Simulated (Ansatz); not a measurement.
# Localised basis functions on twisted h-SiC/h-AlN monolayer on bilayer, 38.21° (42 atoms)

Wanted: errors and times of a linear-scaling basis for twisted h-SiC/h-AlN monolayer on bilayer, 38.21° (42 atoms). A setting counts as converged where the r.m.s. difference of forces stays under 1 % of the r.m.s. force.

Method: Kohn-Sham DFT, PBE+D4, PAW (set soft_2), plane waves, in Ansatz 0.2.0.

## (1) Starting point

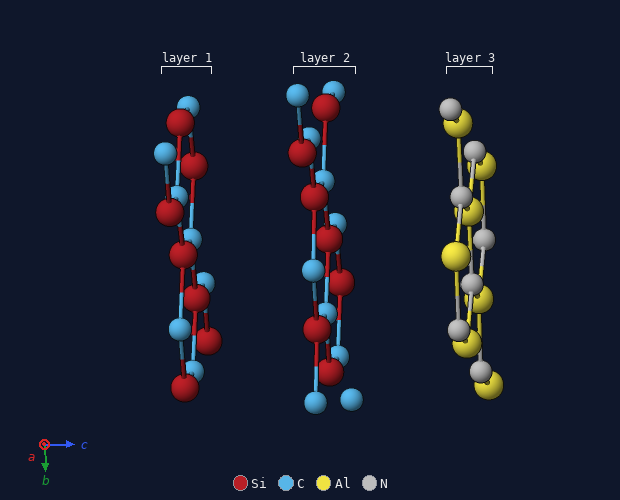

The cell as given, from the side, with the c axis across the page (silicon red, carbon blue, aluminium yellow, nitrogen light grey). Bonds to atoms that aren't drawn are left out. Some periodic images of atoms are drawn too.

The cell holds 42 atoms: 14 Si, 14 C, 7 Al and 7 N. Its edges and angles: a = 8.242 Å, b = 8.242 Å, c = 18.580 Å, α = 90.0°, β = 90.0°, γ = 120.0°. It derives from SiC and AlN. h-SiC (a = 3.1 Å) under h-AlN (a = 3.13 Å), monolayer on bilayer, commensurate cell of 7 unit cells a layer, twist 38.21 deg, both strained to the mean lattice constant; facing planes 3.19, 3.39 Å apart; 12 Å of vacuum; layers as built, displaced by a Gaussian of 0.01 Å. Regions: layer 1, 14 atoms (7 Si and 7 C); layer 2, 14 atoms (7 Si and 7 C); layer 3, 14 atoms (7 Al and 7 N). Vacuum lies along c.

Structure file:

```xyz
42
Lattice="8.2415 0.0000 0.0000 -4.1208 7.1373 0.0000 0.0000 0.0000 18.5800" Properties=species:S:1:pos:R:3
Si    0.5985    1.7020    6.0169
C     1.7573    0.3366    6.0082
Si    0.0037    4.7650    6.0084
C     1.1897    3.3940    6.0043
Si    3.5338    0.6808    6.0021
C     0.5905    6.4529    5.9919
Si    2.9404    3.7338    6.0116
C     4.0956    2.3896    5.9776
Si    2.3647    6.8105    5.9902
C     3.5361    5.4497    5.9958
Si    5.9008    2.7268    5.9995
C     7.0544    1.3567    6.0101
Si   -2.9355    5.7756    5.9870
C    -1.7462    4.4327    6.0064
Si    1.1921    3.3825    9.2071
C     2.3500    2.0361    9.1988
Si    0.5846    6.4567    9.1698
C     1.7622    5.1032    9.1980
Si    4.1216    2.3874    9.1754
C     5.3002    1.0235    9.1735
Si    3.5211    5.4486    9.1759
C     4.7091    4.0781    9.2075
Si    7.0670    1.3416    9.1917
C     4.1102    7.1369    9.2012
Si   -1.7677    4.4107    9.1850
C    -0.5961    3.0539    9.1802
Si    1.7764    0.3484    9.2014
C    -1.1723    6.1220    9.1811
Al    4.7088    0.6710   12.5664
N     4.1038    2.3822   12.5853
Al    2.3459    2.7288   12.5761
N     1.7674    4.4174   12.5952
Al   -2.3618    6.7818   12.5657
N     1.1616    1.3591   12.5933
Al    0.0104    4.7705   12.5723
N    -0.5929    6.4541   12.5584
Al   -0.5879    1.7007   12.5813
N    -1.1791    3.4143   12.5794
Al    2.9370    5.7713   12.5963
N     6.4823    0.3363   12.5729
Al    5.2894    3.7439   12.5787
N     4.7015    5.4522   12.5840
```

What the set-up can't give: Beside vacuum, support functions can miss their usual error bounds without a warning.

## (2) Plane-wave single point

The first run fixes the reference, at a cutoff of 420 eV.

The input, input.yaml:

```yaml
crystal:
  lattice:
    - [8.2415, 0.0, 0.0]
    - [-4.12075, 7.13735, 0.0]
    - [0.0, 0.0, 18.58]
  atoms:
    - { symbol: Si, position: [0.19185, 0.23846, 0.32384] }
    - { symbol: C, position: [0.2368, 0.04716, 0.32337] }
    - { symbol: Si, position: [0.33426, 0.66762, 0.32338] }
    - { symbol: C, position: [0.38211, 0.47552, 0.32316] }
    [... 32 atom lines left out ...]
    - { symbol: Al, position: [0.0478, 0.23828, 0.67714] }
    - { symbol: "N", position: [0.09612, 0.47837, 0.67704] }
    - { symbol: Al, position: [0.76067, 0.80861, 0.67795] }
    - { symbol: "N", position: [0.8101, 0.04712, 0.67669] }
    - { symbol: Al, position: [0.90408, 0.52455, 0.677] }
    - { symbol: "N", position: [0.95242, 0.7639, 0.67729] }
kpoints:
  mp_grid: { grid: [2, 2, 1] }
hamiltonian:
  xc: pbe
  dispersion: d4
scf:
  occupations: { method: gaussian, width: 0.025 }
output:
  forces: true
  populations: true
  dos:
    method: { smearing: { sigma: 0.1 } }
    de: 0.1
    projected:
      site_lists:
        Al: [Al]
        C: [C]
        "N": ["N"]
        Si: [Si]
        layer_1: [0, 1, 2, 3, 4, 5, 6, 7, 8, 9, 10, 11, 12, 13]
        layer_2: [14, 15, 16, 17, 18, 19, 20, 21, 22, 23, 24, 25, 26, 27]
        layer_3: [28, 29, 30, 31, 32, 33, 34, 35, 36, 37, 38, 39, 40, 41]
  eigenvalues: true
  write_density: true
  write_potential: true
  volumetric_format: npy
  elf: true
```

Launch:

```
$ ansatz run input.yaml --threads 4 --pin off --max-ram 8192MiB --backend cpu --events-out ev --progress --plain --runs-dir out
```

Numbers of over 12 decimals in the logs are rounded to 6 here.

The log of the run:

```text
Engine: ansatz 0.2.0, aarch64-unknown-linux-gnu
Pseudopotentials: kind: paw
Pseudopotential: Si, paw, valence charge 4, recommended cutoff 420 eV (normal), Si.paw.azcp
Pseudopotential: C, paw, valence charge 4, recommended cutoff 420 eV (normal), C.paw.azcp
Pseudopotential: Al, paw, valence charge 3, recommended cutoff 420 eV (normal), Al.paw.azcp
Pseudopotential: N, paw, valence charge 5, recommended cutoff 420 eV (normal), N.paw.azcp
[... 5 lines on functional and potentials left out ...]
Crystal: 42 atoms, lattice volume = 1092.921 Å³
Basis set: ecut = 420 eV, 21369 PW (Γ), exchange–correlation on 120×120×250 points (8 copies of the dense FFT grid, shifted against one another)
Bands: 126, of which v1, the nominal top of the filled ones, is band 84 counted from 1 (83 counted from 0)
Symmetry: 1 space group operations
Space group: P1 (ITA 1), of the structure as read, at distance tolerance 1.0e-4 Å
k-points: 4
[... 9 lines on functional and potentials left out ...]
Initial density: superposition of atomic densities (neutral atoms: chi_scale 0, normalization atom), corrected by the library's trained network
Initial wavefunctions: pseudopotential atomic-orbital guess
Functional: x = pbe(κ = 0.804, μ = 0.219515), c = pbe(β = 0.066725)
SCF iter   1: F=—  HF=-18878.373012 eV  |F-HF|=—  |Δ(HF+E_count)|=         —  Δρ=2.38e-3  dr2=1.14e-1  ethr=1.77e-3  ⟨swp⟩=9.0  Hψ=3049  notcnv=0  defer=59
preconditioner: auto → Resta (q_TF=auto, 1.997 Å⁻¹)  ε∞=3.0  [insulator: Δε(μ)=1.990 eV  Ē_g=10.355 eV  σ=0.025 eV  W_gap=1.00  n_scr=148 (ndim 8)  ℏωp=14.6 eV  f_vac=0.428  D(μ)=0.00/eV (n_scr^D=0)  ε∞_Penn≈3.0  vacuum switching on, ρ_ref=7.8e-3 e/Å³]
SCF iter   2: F=—  HF=-18878.370228 eV  |F-HF|=—  |Δ(HF+E_count)|=   2.78e-3  Δρ=1.21e-3  dr2=2.52e-2  ethr=6.79e-5  ⟨swp⟩=2.5  Hψ=882  notcnv=0  defer=142
SCF iter   3: F=—  HF=-18878.372309 eV  |F-HF|=—  |Δ(HF+E_count)|=   2.08e-3  Δρ=5.18e-4  dr2=4.28e-3  ethr=1.50e-5  ⟨swp⟩=2.2  Hψ=592  notcnv=0  defer=142
SCF iter   4: F=—  HF=-18878.372575 eV  |F-HF|=—  |Δ(HF+E_count)|=   2.66e-4  Δρ=1.64e-4  dr2=2.77e-4  ethr=2.55e-6  ⟨swp⟩=2.0  Hψ=697  notcnv=0  defer=142
SCF iter   5: F=—  HF=-18878.372644 eV  |F-HF|=—  |Δ(HF+E_count)|=   6.87e-5  Δρ=8.29e-5  dr2=8.48e-5  ethr=1.65e-7  ⟨swp⟩=2.0  Hψ=698  notcnv=0  defer=142
SCF iter   6: F=—  HF=-18878.372615 eV  |F-HF|=—  |Δ(HF+E_count)|=   2.83e-5  Δρ=2.16e-5  dr2=5.47e-6  ethr=5.05e-8  ⟨swp⟩=2.0  Hψ=825  notcnv=0  defer=142
SCF iter   7: F=—  HF=-18878.372617 eV  |F-HF|=—  |Δ(HF+E_count)|=   1.78e-6  Δρ=7.55e-6  dr2=7.36e-7  ethr=3.25e-9  ⟨swp⟩=2.0  Hψ=697  notcnv=0  defer=142
SCF iter   8: F=-18878.372617 eV  HF=-18878.372617 eV  |F-HF|=3.22e-8  |Δ(HF+E_count)|=   1.80e-7  Δρ=2.67e-6  dr2=7.69e-8  ethr=5.95e-11  ⟨swp⟩=23.8  Hψ=5411  notcnv=0
WARN: dispersion: an atom stands within reach of a switch of its C6 between two reference coordination numbers of its element: through that C6 alone, e_disp changes by 0.025 eV or more while the distances to its neighbours run over a stretch of 0.05 Å that contains this geometry (sites counted from 0 in the run's list of atoms or, [...]
SCF 1 converged in 8 iterations: F = -18878.372617 eV  dr2 = 7.69e-8
  greatest PAW one-centre occupation: 0.793 electrons in one spin orbital (limit 2), on the N atom at site 31 (counted from 0), in its partial waves of l = 0
WARN: The output density's exchange-correlation potential varies sharply where the density is thin. Do not read a vacuum level from v_tot or v_xc, or from such a field of the output density. On a cell that repeats whose density bears no net charge and no dipole along the vacuum's axis use v_es (v_loc + v_h of the components); [...]
SCF converged after 8 iterations
Free energy (F): -18878.372617 eV
Harris-Foulkes:  -18878.372617 eV  (|F-HF|=3.22e-8)
Internal energy: -18878.372617 eV  (E = F + TS)
E sigma→0 (E₀):  -18878.372617 eV
Fermi energy:    1.553509 eV
--- Per-component energies (eV) ---
  E_band       = -829.421719
  E_kinetic    = 2930.752908
  E_local      = -36881.479149  (includes V_loc(G=0)·N_el)
  E_nonlocal   = 1126.664252
  E_hartree    = 17258.269540
  E_xc         = -2150.463698
  E_vxc        = -2231.868497  (∫ρ·V_xc dr)
  E_paw        = -12734.071184  (= ΣΔE_a)
  E_vpaw       = -290.019813  (= ΣTr[D̂ρ^β])
  E_aug_tail   = 0.000857  (compensation charges beyond the density's cutoff)
  E_ewald      = 11581.922579
  E_disp       = -9.968723  (pairwise vdW)
  E_smearing   = -0.000000  (= −TS)
  E_closure    = 0.000000  (closes the sum)
  Σ components = -18878.372617   (vs F -18878.372617, Δ=0.00e0)
--- Forces (eV/Å), atoms counted from 1 ---
  atom   1  Si    -0.42976227    -0.08349737     0.08367842
  atom   2  C      0.37434228     0.07610986    -0.08227899
  atom   3  Si     0.48279185    -0.28508814     0.09307382
  atom   4  C     -0.47615244     0.26220159    -0.02892640
  atom   5  Si    -0.12324180    -0.05996914     0.05790545
  atom   6  C      0.19390786     0.36120887    -0.04980064
  atom   7  Si     0.07018635     0.72899448    -0.00803749
  atom   8  C      1.09490003    -0.28844952     0.03796627
  atom   9  Si    -0.37227070    -0.48699683     0.13938376
  atom  10  C      0.01806948    -0.37355461    -0.04382287
  atom  11  Si    -0.71865353     0.03914981     0.11258669
  atom  12  C      0.54286339     0.42563393    -0.11684780
  atom  13  Si    -0.23786780     0.07570541     0.19289026
  atom  14  C     -0.40985511    -0.39435136    -0.11186674
[...]
atom  41  Al     0.00134399     0.01205349    -0.21880935
  atom  42  N     -0.12997301    -0.49380442     0.10379047
  max |Σ_I F_I| component: 3.89e-4 eV/Å
--- Band table (eV) ---
  k-point 0: bands = ["-13.5558", "-13.3827", "-12.9063", "-12.2730", [... 110 levels ...], "6.3096", "6.3155", "6.3571", "6.3630", "6.4127", "6.8215", "6.9611", "6.9831", "7.0884", "7.1527", "7.1801", "7.2704"]
[...]
--- Löwdin populations: 42 sites ---
  site symbol       q [e]
     0     Si      2.8910
     1      C      4.9869
     2     Si      2.8840
[...]
41      N      6.0904
  spilling = 0.011227 (of n_electrons = 168.000000)
```

It took 21 s on 4 threads of Arm Neoverse V2, shared host; peak memory 3.1 GiB.

In the SCF lines HF is the Harris–Foulkes energy and dr2 the Hartree energy of the density residual, in eV; the loop may stop once dr2 is under the threshold and the program's other checks hold. Hψ counts applications of the Hamiltonian.

The program notes that the dispersion model switches parameters near this geometry and the exchange-correlation potential is rough where the density is thin.

Numbers from this run:

```yaml
free_energy: -18878.3726 eV
free_energy_per_atom: -449.4851 eV/atom
scf_cycles: 8
r_m_s_force_component: 0.3063 eV/Å
longest_force: 1.133 eV/Å
fermi_energy: 1.554 eV
spacing_of_highest_filled_and_lowest_empty_level: 1.864 eV
spilling_of_the_projection: 0.01123
```

The r.m.s. force component of 0.31 eV/Å sets the scale for the differences below.

## (3) Support functions low

With localised support functions most steps grow linearly with size, though the diagonalisation grows faster unless the density matrix is cut; this run measures error and cost at this size. The level low gives here a grid of 48×48×90 points and a radius of 3.88 Å.

This step: Kohn-Sham DFT, PBE+D4, PAW (set soft_2), localised support functions (low) (Ansatz 0.2.0).

input.yaml, the sections that differ from step 2:

```yaml
scf:
  occupations: { method: gaussian, width: 0.025 }
  eigensolver: { kind: { support_functions: { accuracy: low } } }
  mixing: { beta: 0.4 }
  max_iter: 150
output:
  forces: true
  eigenvalues: true
# crystal, kpoints, hamiltonian: as in step 2
```

The log of the run:

```text
Warning: scf.eigensolver.kind.support_functions: disabling space-group detection — the functions' gradient is summed over unrotated k-points, so no spatial operation reduces the k-mesh or symmetrises the density; time reversal is kept, so that k and −k are solved as one point where they differ and the mesh holds both, and exact exchange and, on two spinor components, a DFT+U term hold to it where the run has them: [...]
settings of this run that can trade accuracy for cost: scf.eigensolver.kind.support_functions; scf.eigensolver.kind.support_functions.accuracy: low [...]
[...]
Crystal: 42 atoms, lattice volume = 1092.921 Å³
Basis set: ecut = 420 eV, 21369 PW (Γ), exchange–correlation on 120×120×250 points (8 copies of the dense FFT grid, shifted against one another)
Bands: 101, of which v1, the nominal top of the filled ones, is band 84 counted from 1 (83 counted from 0)
Symmetry: 1 space group operations
k-points: 4
[...]
Eigensolver: Support functions (low, 48×48×90 points, laid for a spacing of at most 0.212739 Å, radius 3.879741 Å, 30 sites without an atom, 3 species' potentials softened for the grid, 4 wholly corrected for its errors in the mean over positions, 4 with the egg-box correction, energy correction by stochastic trace)
[...]
SCF iter   1: F=—  HF=-18915.825224 eV  |F-HF|=—  |Δ(HF+E_count)|=         —  Δρ=1.13e-1  dr2=1.89e2  ethr=1.00e-1
[...]
SCF iter  12: F=—  HF=-18878.459531 eV  |F-HF|=—  |Δ(HF+E_count)|=   4.67e-4  Δρ=2.97e-5  dr2=1.52e-5  ethr=3.48e-8  κ⁻¹=1.3e-5(r=7)
SCF iter  13: F=-18878.459892 eV  HF=-18878.459891 eV  |F-HF|=6.44e-7  |Δ(HF+E_count)|=   3.60e-4  Δρ=1.30e-5  dr2=2.11e-6  ethr=9.05e-9
[...]
SCF 1 converged in 13 iterations: F = -18878.464746 eV  dr2 = 2.11e-6
[...]
SCF converged after 13 iterations
Stability not checked: this state was not tested for a lower state beside it, because the mixer in use, unlike msr1, does not test its closes by its own steps (another_mixer; see scf.mixing.algorithm and scf.lower_state_search)
Free energy (F): -18878.464746 eV
[...]
Internal energy: -18878.464746 eV  (E = F + TS)
E sigma→0 (E₀):  -18878.464746 eV
Fermi energy:    1.553779 eV
[...]
Σ components = -18878.464746   (vs F -18878.464746, Δ=0.00e0)
--- Forces (eV/Å), atoms counted from 1 ---
  atom   1  Si    -0.42974487    -0.08352764     0.08368908
  atom   2  C      0.37431610     0.07606371    -0.08195143
  atom   3  Si     0.48265669    -0.28485421     0.09287874
  atom   4  C     -0.47623285     0.26216009    -0.02839399
[...]
atom  42  N     -0.12992722    -0.49407818     0.10449751
  max |Σ_I F_I| component: 2.53e-3 eV/Å
--- Band table (eV) ---
[...]
```

It took 1.7 min on 4 threads; peak memory 2.6 GiB.

The program notes that the band table was not solved further than the SCF left it and it switched symmetry off.

Keys that differ from the reference: support_functions.accuracy = "low", scf.max_iter = 150 and scf.mixing.beta = 0.4.

Forces differ from the reference by 0.28 meV/Å r.m.s., 0.093 % of their size, well within a tolerance of 1 %; the energy by -2.2 meV/atom. It took 1.7 min and 13 cycles; the reference's time can't be set against it, since the two runs asked for unlike analyses.

## (4) Support functions medium

The level medium is asked for. Here it resolves to the same grid and radius as in the run with support functions low, so the basis is not new.

This step: Kohn-Sham DFT, PBE+D4, PAW (set soft_2), localised support functions (medium) (Ansatz 0.2.0).

input.yaml, the sections that differ from step 3:

```yaml
scf:
  occupations: { method: gaussian, width: 0.025 }
  eigensolver: { kind: { support_functions: { accuracy: medium } } }
  mixing: { beta: 0.4 }
  max_iter: 150
# crystal, kpoints, hamiltonian, output: as in step 3
```

The log of the run:

```text
[...]
Crystal: 42 atoms, lattice volume = 1092.921 Å³
Basis set: ecut = 420 eV, 21369 PW (Γ), exchange–correlation on 120×120×250 points (8 copies of the dense FFT grid, shifted against one another)
Bands: 101, of which v1, the nominal top of the filled ones, is band 84 counted from 1 (83 counted from 0)
Symmetry: 1 space group operations
k-points: 4
[...]
Eigensolver: Support functions (medium, 48×48×90 points, laid for a spacing of at most 0.212739 Å, radius 3.879741 Å, 30 sites without an atom, 3 species' potentials softened for the grid, 4 wholly corrected for its errors in the mean over positions, 4 with the egg-box correction, energy correction by stochastic trace)
[...]
SCF iter   1: F=—  HF=-18915.825330 eV  |F-HF|=—  |Δ(HF+E_count)|=         —  Δρ=1.13e-1  dr2=1.89e2  ethr=1.00e-1
[...]
SCF iter  13: F=—  HF=-18878.460204 eV  |F-HF|=—  |Δ(HF+E_count)|=   3.37e-4  Δρ=1.30e-5  dr2=2.08e-6  ethr=9.35e-9  κ⁻¹=2.6e-6(r=7)
SCF iter  14: F=-18878.460481 eV  HF=-18878.460481 eV  |F-HF|=1.60e-7  |Δ(HF+E_count)|=   2.77e-4  Δρ=5.56e-6  dr2=5.78e-7  ethr=1.24e-9
[...]
SCF 1 converged in 14 iterations: F = -18878.464738 eV  dr2 = 5.78e-7
[...]
SCF converged after 14 iterations
[...]
Free energy (F): -18878.464738 eV
[...]
Internal energy: -18878.464738 eV  (E = F + TS)
E sigma→0 (E₀):  -18878.464738 eV
Fermi energy:    1.553751 eV
[...]
Σ components = -18878.464738   (vs F -18878.464738, Δ=0.00e0)
--- Forces (eV/Å), atoms counted from 1 ---
  atom   1  Si    -0.42969546    -0.08355093     0.08366484
  atom   2  C      0.37436872     0.07607907    -0.08210016
  atom   3  Si     0.48267589    -0.28491939     0.09298300
  atom   4  C     -0.47628243     0.26219430    -0.02859907
[...]
atom  42  N     -0.12990146    -0.49416425     0.10420050
  max |Σ_I F_I| component: 1.41e-3 eV/Å
--- Band table (eV) ---
[...]
```

Elapsed: 1.9 min, on 4 threads; peak memory 2.7 GiB.

Keys that differ from the reference: support_functions.accuracy = "medium", scf.max_iter = 150 and scf.mixing.beta = 0.4.

Forces differ from the reference by 0.20 meV/Å r.m.s., 0.067 % of their size, well within a tolerance of 1 %; the energy by -2.2 meV/atom. It took 1.9 min and 14 cycles; the reference's time can't be set against it, since the two runs asked for unlike analyses.

## (5) Support functions high

With localised support functions most steps grow linearly with size, though the diagonalisation grows faster unless the density matrix is cut; this run measures error and cost at this size. The level high gives here a grid of 54×54×120 points and a radius of 4.64 Å.

This step: Kohn-Sham DFT, PBE+D4, PAW (set soft_2), localised support functions (high) (Ansatz 0.2.0).

input.yaml, the sections that differ from step 4:

```yaml
scf:
  occupations: { method: gaussian, width: 0.025 }
  eigensolver: { kind: { support_functions: { accuracy: high } } }
  mixing: { beta: 0.4 }
  max_iter: 150
# crystal, kpoints, hamiltonian, output: as in step 4
```

The log of the run:

```text
[...]
Crystal: 42 atoms, lattice volume = 1092.921 Å³
Basis set: ecut = 420 eV, 21369 PW (Γ), exchange–correlation on 144×144×300 points (8 copies of the dense FFT grid, shifted against one another)
Bands: 101, of which v1, the nominal top of the filled ones, is band 84 counted from 1 (83 counted from 0)
Symmetry: 1 space group operations
k-points: 4
[...]
Eigensolver: Support functions (high, 54×54×120 points, laid for a spacing of at most 0.171373 Å, radius 4.643339 Å, 22 sites without an atom, 2 species' potentials softened for the grid, 4 wholly corrected for its errors in the mean over positions, 4 with the egg-box correction, energy correction by stochastic trace)
[...]
SCF iter   1: F=—  HF=-18916.329805 eV  |F-HF|=—  |Δ(HF+E_count)|=         —  Δρ=1.13e-1  dr2=1.89e2  ethr=1.00e-1
[...]
SCF iter  16: F=—  HF=-18878.463221 eV  |F-HF|=—  |Δ(HF+E_count)|=   1.13e-4  Δρ=9.05e-7  dr2=1.08e-8  ethr=2.53e-11  κ⁻¹=1.2e-6(r=7)
SCF iter  17: F=-18878.463251 eV  HF=-18878.463251 eV  |F-HF|=7.82e-10  |Δ(HF+E_count)|=   3.08e-5  Δρ=4.67e-7  dr2=3.79e-9  ethr=6.45e-12
[...]
SCF 1 converged in 17 iterations: F = -18878.464008 eV  dr2 = 3.79e-9
[...]
SCF converged after 17 iterations
[...]
Free energy (F): -18878.464008 eV
[...]
Internal energy: -18878.464008 eV  (E = F + TS)
E sigma→0 (E₀):  -18878.464008 eV
Fermi energy:    1.553512 eV
[...]
Σ components = -18878.464008   (vs F -18878.464008, Δ=0.00e0)
--- Forces (eV/Å), atoms counted from 1 ---
  atom   1  Si    -0.42962904    -0.08351601     0.08369487
  atom   2  C      0.37430689     0.07615566    -0.08222139
  atom   3  Si     0.48267689    -0.28499018     0.09305424
  atom   4  C     -0.47611356     0.26216547    -0.02884935
[...]
atom  42  N     -0.12998554    -0.49402692     0.10377281
  max |Σ_I F_I| component: 1.87e-4 eV/Å
--- Band table (eV) ---
[...]
```

The job ended after 5.4 min (4 threads; peak memory 4.8 GiB).

Keys that differ from the reference: support_functions.accuracy = "high", scf.max_iter = 150 and scf.mixing.beta = 0.4.

Forces differ from the reference by 0.14 meV/Å r.m.s., 0.045 % of their size, well within a tolerance of 1 %; the energy by -2.2 meV/atom. It took 5.4 min and 17 cycles; the reference's time can't be set against it, since the two runs asked for unlike analyses.

[end of part 1 of 3]

[Logs are printed without paths, hosts, clocks, repeated set-up lines and the standing remarks that a program may print on its own settings, such as how far it seeks lower states.]

[Hosts, paths, dates, database ids (printed as entryN), source tags and the programs' standing remarks are cut or masked in the printed files.]
